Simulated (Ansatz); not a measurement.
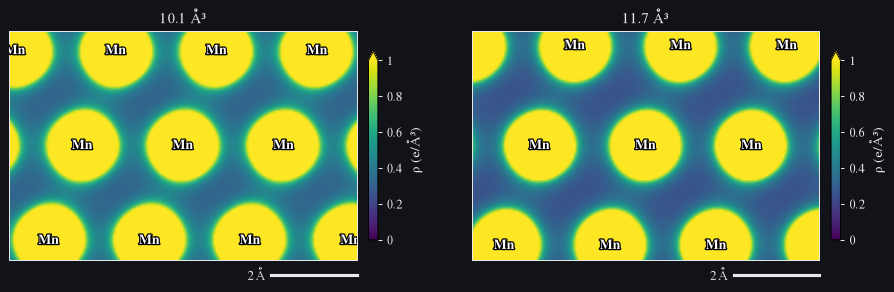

Mn. The valence pseudo-density of cells scaled evenly to different volumes (given per atom above each panel), on the (11̄0) plane of each (indices in the axes of the cell below), at one length scale and on one colour scale.

A generated structure, not necessarily the stable one; spin-polarised.

Computed with Ansatz, DFT, PBEsol, plane waves (420 eV) with PAW, scalar-relativistic.

The largest cell:

```xyz
1
Lattice="-1.4315 1.4315 1.4315 1.4315 -1.4315 1.4315 1.4315 1.4315 -1.4315" Properties=species:S:1:pos:R:3 pbc="T T T"
Mn    0.0000    0.0000    0.0000
```

| volume (Å³/atom) | Mn–Mn contact in the plane (Å) | ρ at its midpoint (e/Å³) | pressure (GPa) | largest moment (μB) | 
| --- | --- | --- | --- | --- |
| 10.06 | 2.355 | 0.455 | 12.0 | 0.45 | 
| 10.90 | 2.419 | ? | ? | ? | 
| 11.73 | 2.479 | 0.365 | −23.8 | 0.99 | 

Estimate the missing row, and compare with the calculation.

Answer. Over the known rows ln ρ falls by 1.78 per Å of Mn–Mn distance (the line through the two), which gives 0.406 e/Å³ at 2.419 Å; the calculation gives 0.407 e/Å³. For the pressure, a straight line in volume between the neighbouring rows gives −6.0 GPa; the calculation gives −10.0, lower because pressure rises ever faster on compression. For the largest moment, a straight line in volume between the neighbouring rows gives 0.72 μB; the calculation gives 0.76.
